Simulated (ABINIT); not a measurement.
# Geometry relaxation of C (part 1 of 3)

- system: C (P6₃/mmc, 4 atoms in the cell)
- method: Kohn-Sham DFT of a periodic cell, PBEsol, JTH PAW PBE v2.0, no spin polarisation (ABINIT 10.8.3)

The structure derives from an entry of the Crystallography Open Database.

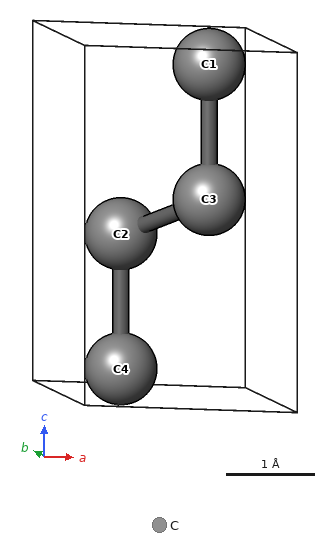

Fig. 1: The input geometry (ball-and-stick view of the cell of the calculation, seen slightly off an axis; atoms are numbered from 1 in the order of the input). An atom can appear more than once, as a periodic image.

Input file
```
pp_dirpath "./"
pseudos "C.GGA_PBE-JTH.xml"

acell 4.7660782589 4.7660782589 7.7830260169
rprim
     1.0000000000     0.0000000000     0.0000000000
    -0.5000000000     0.8660254038     0.0000000000
     0.0000000000     0.0000000000     1.0000000000
ntypat 1
znucl 6
natom 4
typat 1 1 1 1
xcart
     2.3830391297     1.3758482828     7.2965868908
    -0.0000000002     2.7516965659     3.4050738824
     2.3830391297     1.3758482828     4.3779521345
    -0.0000000002     2.7516965659     0.4864391261
chkprim 0
chksymtnons 0
tolsym 1.0e-6

ecut 19.0
pawecutdg 38.0
pawxcdev 0
pawovlp -1

kptopt 1
ngkpt 12 12 7
nshiftk 1
shiftk 0.0 0.0 0.0

ixc -116133

nband 12
occopt 3
tsmear 0.05 eV

nstep 100
tolvrs 1.0e-9

iomode 3
prtwf 0
prtden 0
prteig 0
prtebands 0
enunit 2

ionmov 22
ntime 60
tolmxf 0.0005
optcell 2
dilatmx 1.08
ecutsm 0.5
```

Launched with:
```bash
abinit run.abi > log 2>&1
```

The program's output
```
.Version 10.8.3 of ABINIT
 Symmetries : space group P6_3/m m c (#194); Bravais hP (primitive hexag.)
================================================================================
 Values of the parameters that define the memory need of the present run
     intxc =       0    ionmov =      22      iscf =      17    lmnmax =       8
     lnmax =       4     mgfft =      36  mpssoang =       2    mqgrid =    3001
     natom =       4  nloc_mem =       2    nspden =       1   nspinor =       1
    nsppol =       1      nsym =      24    n1xccc =       1    ntypat =       1
    occopt =       3   xclevel =       2
       mpw =         777          nfft =       20736          nkpt =          76
 PAW method is used; the additional fine FFT grid is defined by:
   mgfftf=        48    nfftf =     43200
================================================================================
================================================================================

--------------------------------------------------------------------------------
------------- Echo of variables that govern the present computation ------------
--------------------------------------------------------------------------------
 -outvars: echo values of preprocessed input variables --------
            acell      4.7660782589E+00  4.7660782589E+00  7.7830260169E+00 Bohr
              amu      1.20110000E+01
          chkprim           0
      chksymtnons           0
          dilatmx      1.08000000E+00
             ecut      1.90000000E+01 Hartree
           ecutsm      5.00000000E-01 Hartree
           enunit           2
           ionmov          22
                       outvar_i_n : Printing only first  50 k-points.
              ixc     -116133
                       outvar_i_n : Printing only first  50 k-points.
         kptrlatt       12    0    0      0   12    0      0    0    7
          kptrlen      5.44811821E+01
            natom           4
            nband          12
            ngfft          24      24      36
          ngfftdg          30      30      48
             nkpt          76
            nstep         100
             nsym          24
            ntime          60
           ntypat           1
                       prtocc : prtvol=0, do not print more k-points.
           occopt           3
          optcell           2
        pawecutdg      3.80000000E+01 Hartree
          pawovlp     -1.0000000000E+00
         pawxcdev           0
           prtden           0
        prtebands           0
           prteig           0
            prtwf           0
            rprim      1.0000000000E+00  0.0000000000E+00  0.0000000000E+00
                      -5.0000000000E-01  8.6602540380E-01  0.0000000000E+00
                       0.0000000000E+00  0.0000000000E+00  1.0000000000E+00
          spgroup         194
           tolmxf      5.00000000E-04
           tolsym      1.00000000E-06
           tolvrs      1.00000000E-09
           tsmear      1.83746611E-03 Hartree
            typat      1  1  1  1
           useylm           1
                       outvars : Printing only first  50 k-points.
           xangst      1.2610499992E+00  7.2806755648E-01  3.8611874974E+00
                       1.3228905729E-11  1.4561351130E+00  1.8018874988E+00
                       1.2610499992E+00  7.2806755648E-01  2.3167124984E+00
                       1.3228905729E-11  1.4561351130E+00  2.5741249984E-01
            xcart      2.3830391295E+00  1.3758482829E+00  7.2965868908E+00
                       2.4999008773E-11  2.7516965658E+00  3.4050738824E+00
                       2.3830391295E+00  1.3758482829E+00  4.3779521345E+00
                       2.4999008773E-11  2.7516965658E+00  4.8643912608E-01
             xred      6.6666666667E-01  3.3333333333E-01  9.3750000000E-01
                       3.3333333334E-01  6.6666666667E-01  4.3750000000E-01
                       6.6666666667E-01  3.3333333333E-01  5.6250000000E-01
                       3.3333333334E-01  6.6666666667E-01  6.2500000002E-02
            znucl        6.00000

================================================================================

 chkinp: Checking input parameters for consistency.

================================================================================
== DATASET  1 ==================================================================

--- !DatasetInfo
iteration_state: {dtset: 1, }
dimensions: {natom: 4, nkpt: 76, mband: 12, nsppol: 1, nspinor: 1, nspden: 1, mpw: 777, }
cutoff_energies: {ecut:  19.0, pawecutdg:  38.0, }
electrons: {nelect:   1.60000000E+01, charge:   0.00000000E+00, occopt:   3.00000000E+00, tsmear:   1.83746611E-03, }
meta: {optdriver: 0, ionmov: 22, optcell: 2, iscf: 17, paral_kgb: 0, }
...

 Real(R)+Recip(G) space primitive vectors, cartesian coordinates (Bohr,Bohr^-1):
 R(1)=  4.7660783  0.0000000  0.0000000  G(1)=  0.2098161  0.1211374  0.0000000
 R(2)= -2.3830391  4.1275448  0.0000000  G(2)=  0.0000000  0.2422748  0.0000000
 R(3)=  0.0000000  0.0000000  7.7830260  G(3)=  0.0000000  0.0000000  0.1284847
 Unit cell volume ucvol=  1.5310926E+02 bohr^3
 Angles (23,13,12)=  9.00000000E+01  9.00000000E+01  1.20000000E+02 degrees

 Coarse grid specifications (used for wave-functions):

 getcut: wavevector=  0.0000  0.0000  0.0000  ngfft=  24  24  36
         ecut(hartree)=     22.162   => boxcut(ratio)=   2.18267

 Fine grid specifications (used for densities):

 getcut: wavevector=  0.0000  0.0000  0.0000  ngfft=  30  30  48
         ecut(hartree)=     44.323   => boxcut(ratio)=   2.05784

--- Pseudopotential description ------------------------------------------------
- pspini: atom type   1  psp file is ./C.GGA_PBE-JTH.xml
 Pseudopotential format is: paw10
 basis_size (lnmax)=  4 (lmn_size=  8), orbitals=   0   0   1   1
 Spheres core radius: rc_sph= 1.50736703
 Shapefunction is SIN type: shapef(r)=[sin(pi*r/rshp)/(pi*r/rshp)]**2
 Radius for shape functions =  1.30052589
 Compensation charge density is not taken into account in XC energy/potential

   2.79953365E+02                                ecore*ucvol(ha*bohr**3)
--------------------------------------------------------------------------------

================================================================================

=== [ionmov=22] Limited-memory Broyden-Fletcher-Goldfarb-Shanno method
================================================================================

--- Iteration: ( 1/60) Internal Cycle: (1/1)
--------------------------------------------------------------------------------

---SELF-CONSISTENT-FIELD CONVERGENCE--------------------------------------------

--- !BeginCycle
iteration_state: {dtset: 1, itime: 1, icycle: 1, }
solver: {iscf: 17, nstep: 100, nline: 4, wfoptalg: 10, }
tolerances: {tolvrs: 1.00E-09, }
...

     iter   Etot(hartree)      deltaE(h)  residm     nres2
 ETOT  1  -22.906146946130    -2.291E+01 1.414E-01 1.675E+01
 ETOT  2  -22.911116605027    -4.970E-03 3.815E-02 1.857E+00
 ETOT  3  -22.906819019570     4.298E-03 8.741E-03 2.889E-02
 ETOT  4  -22.906927363131    -1.083E-04 1.773E-03 1.969E-03
 ETOT  5  -22.906924145976     3.217E-06 9.279E-04 1.537E-04
 ETOT  6  -22.906924216181    -7.021E-08 4.357E-04 7.820E-07
 ETOT  7  -22.906924217203    -1.022E-09 2.959E-04 8.334E-08
 ETOT  8  -22.906924217169     3.400E-11 2.388E-04 2.709E-10

 At SCF step    8       nres2   =  2.71E-10 < tolvrs=  1.00E-09 =>converged.

 Cartesian components of stress tensor (hartree/bohr^3)
  sigma(1 1)=  4.13951702E-04  sigma(3 2)=  0.00000000E+00
  sigma(2 2)=  4.13951701E-04  sigma(3 1)=  0.00000000E+00
  sigma(3 3)= -4.41040699E-04  sigma(2 1)=  0.00000000E+00

--- !ResultsGS
iteration_state: {dtset: 1, itime: 1, icycle: 1, }
comment   : Summary of ground state results
lattice_vectors:
- [  4.7660783,   0.0000000,   0.0000000, ]
- [ -2.3830391,   4.1275448,   0.0000000, ]
- [  0.0000000,   0.0000000,   7.7830260, ]
lattice_lengths: [   4.76608,    4.76608,    7.78303, ]
lattice_angles: [ 90.000,  90.000, 120.000, ] # degrees, (23, 13, 12)
lattice_volume:   1.5310926E+02
convergence: {deltae:  3.400E-11, res2:  2.709E-10, residm:  2.388E-04, diffor: null, }
etotal    :  -2.29069242E+01
entropy   :   0.00000000E+00
fermie    :   4.42269014E-01
cartesian_stress_tensor: # hartree/bohr^3
- [  4.13951702E-04,   0.00000000E+00,   0.00000000E+00, ]
- [  0.00000000E+00,   4.13951701E-04,   0.00000000E+00, ]
- [  0.00000000E+00,   0.00000000E+00,  -4.41040699E-04, ]
pressure_GPa:  -3.7940E+00
xred      :
- [  6.6667E-01,   3.3333E-01,   9.3750E-01,  C]
- [  3.3333E-01,   6.6667E-01,   4.3750E-01,  C]
- [  6.6667E-01,   3.3333E-01,   5.6250E-01,  C]
- [  3.3333E-01,   6.6667E-01,   6.2500E-02,  C]
cartesian_forces: # hartree/bohr
- [  3.38976208E-28,   1.95708005E-28,  -5.59313904E-04, ]
- [  1.12992069E-27,   3.13132808E-27,  -5.59313904E-04, ]
- [ -1.12992069E-27,  -3.39227208E-27,   5.59313904E-04, ]
- [ -3.38976208E-28,   6.52360016E-29,   5.59313904E-04, ]
force_length_stats: {min:   5.59313904E-04, max:   5.59313904E-04, mean:   5.59313904E-04, }
...

 Integrated electronic density in atomic spheres:
 ------------------------------------------------
 Atom  Sphere_radius  Integrated_density
    1        1.50737          2.64938478
    2        1.50737          2.64938478
    3        1.50737          2.64938478
    4        1.50737          2.64938478

---OUTPUT-----------------------------------------------------------------------

 Cartesian coordinates (xcart) [bohr]
  2.38303912947500E+00  1.37584828289895E+00  7.29658689082500E+00
  2.49990087734407E-11  2.75169656580105E+00  3.40507388237500E+00
  2.38303912947500E+00  1.37584828289895E+00  4.37795213452500E+00
  2.49990087734407E-11  2.75169656580105E+00  4.86439126075000E-01
 Reduced coordinates (xred)
  6.66666666671532E-01  3.33333333332573E-01  9.37499999997591E-01
  3.33333333338199E-01  6.66666666665907E-01  4.37499999997591E-01
  6.66666666671532E-01  3.33333333332573E-01  5.62500000002409E-01
  3.33333333338199E-01  6.66666666665907E-01  6.25000000024091E-02
 Cartesian forces (fcart) [Ha/bohr]; max,rms= 5.59314E-04 3.22920E-04 (free atoms)
  3.38976207718735E-28  1.95708004771773E-28 -5.59313903839041E-04
  1.12992069239578E-27  3.13132807634837E-27 -5.59313903839041E-04
 -1.12992069239578E-27 -3.39227208271074E-27  5.59313903839041E-04
 -3.38976207718735E-28  6.52360015905912E-29  5.59313903839041E-04
 Gradient of E wrt nuclear positions in reduced coordinates (gred)
 -1.61558713389263E-27 -8.44603242100900E-44  4.35315466519316E-03
 -5.38529044630877E-27 -1.02320518479867E-26  4.35315466519316E-03
  5.38529044630877E-27  1.13091099372484E-26 -4.35315466519316E-03
  1.61558713389263E-27 -1.07705808926176E-27 -4.35315466519316E-03
 Scale of Primitive Cell (acell) [bohr]
  4.76607825890000E+00  4.76607825890000E+00  7.78302601690000E+00
 Real space primitive translations (rprimd) [bohr]
  4.76607825890000E+00  0.00000000000000E+00  0.00000000000000E+00
 -2.38303912945000E+00  4.12754484870627E+00  0.00000000000000E+00
  0.00000000000000E+00  0.00000000000000E+00  7.78302601690000E+00
 Unitary Cell Volume (ucvol) [Bohr^3]=  1.53109258154902E+02
 Angles (23,13,12)= [degrees]
  9.00000000000000E+01  9.00000000000000E+01  1.19999999999554E+02
 Lengths [Bohr]
  4.76607825890000E+00  4.76607825896423E+00  7.78302601690000E+00
 Stress tensor in cartesian coordinates (strten) [Ha/bohr^3]
  4.13951701940495E-04  0.00000000000000E+00  0.00000000000000E+00
  0.00000000000000E+00  4.13951701496445E-04  0.00000000000000E+00
  0.00000000000000E+00  0.00000000000000E+00 -4.41040698853225E-04
 Total energy (etotal) [Ha]= -2.29069242171688E+01

--- Iteration: ( 2/60) Internal Cycle: (1/1)
--------------------------------------------------------------------------------

---SELF-CONSISTENT-FIELD CONVERGENCE--------------------------------------------

--- !BeginCycle
iteration_state: {dtset: 1, itime: 2, icycle: 1, }
solver: {iscf: 17, nstep: 100, nline: 4, wfoptalg: 10, }
tolerances: {tolvrs: 1.00E-09, }
...

     iter   Etot(hartree)      deltaE(h)  residm     nres2
 ETOT  1  -22.908625166643    -2.291E+01 2.516E-03 4.112E-01
 ETOT  2  -22.907773849816     8.513E-04 9.943E-04 3.232E-02
 ETOT  3  -22.907677132107     9.672E-05 4.988E-04 1.603E-03
 ETOT  4  -22.907674224604     2.908E-06 4.985E-04 7.011E-05
 ETOT  5  -22.907674293260    -6.866E-08 2.299E-04 3.718E-06
 ETOT  6  -22.907674289058     4.202E-09 3.670E-04 8.273E-08
 ETOT  7  -22.907674289329    -2.711E-10 8.203E-05 4.655E-09
 ETOT  8  -22.907674289311     1.854E-11 3.928E-04 7.478E-11

 At SCF step    8       nres2   =  7.48E-11 < tolvrs=  1.00E-09 =>converged.

 Cartesian components of stress tensor (hartree/bohr^3)
  sigma(1 1)= -1.32262017E-04  sigma(3 2)=  0.00000000E+00
  sigma(2 2)= -1.32262018E-04  sigma(3 1)=  0.00000000E+00
  sigma(3 3)=  1.45026040E-04  sigma(2 1)=  0.00000000E+00

--- !ResultsGS
iteration_state: {dtset: 1, itime: 2, icycle: 1, }
comment   : Summary of ground state results
lattice_vectors:
- [  4.7068905,   0.0000000,   0.0000000, ]
- [ -2.3534452,   4.0762867,   0.0000000, ]
- [  0.0000000,   0.0000000,   7.8860050, ]
lattice_lengths: [   4.70689,    4.70689,    7.88600, ]
lattice_angles: [ 90.000,  90.000, 120.000, ] # degrees, (23, 13, 12)
lattice_volume:   1.5130590E+02
convergence: {deltae:  1.854E-11, res2:  7.478E-11, residm:  3.928E-04, diffor: null, }
etotal    :  -2.29076743E+01
entropy   :   0.00000000E+00
fermie    :   4.39094402E-01
cartesian_stress_tensor: # hartree/bohr^3
- [ -1.32262017E-04,   0.00000000E+00,   0.00000000E+00, ]
- [  0.00000000E+00,  -1.32262018E-04,   0.00000000E+00, ]
- [  0.00000000E+00,   0.00000000E+00,   1.45026040E-04, ]
pressure_GPa:   1.1719E+00
xred      :
- [  6.6667E-01,   3.3333E-01,   9.3743E-01,  C]
- [  3.3333E-01,   6.6667E-01,   4.3743E-01,  C]
- [  6.6667E-01,   3.3333E-01,   5.6257E-01,  C]
- [  3.3333E-01,   6.6667E-01,   6.2572E-02,  C]
cartesian_forces: # hartree/bohr
- [ -8.58096839E-28,  -2.31197139E-28,  -1.55600927E-03, ]
- [ -1.71619368E-28,  -9.90844882E-29,  -1.55600927E-03, ]
- [  7.43683927E-28,  -6.27535092E-28,   1.55600927E-03, ]
- [  2.86032280E-28,   9.57816719E-28,   1.55600927E-03, ]
force_length_stats: {min:   1.55600927E-03, max:   1.55600927E-03, mean:   1.55600927E-03, }
...

 Integrated electronic density in atomic spheres:
 ------------------------------------------------
 Atom  Sphere_radius  Integrated_density
    1        1.50737          2.68163066
    2        1.50737          2.68163066
    3        1.50737          2.68163066
    4        1.50737          2.68163066
```
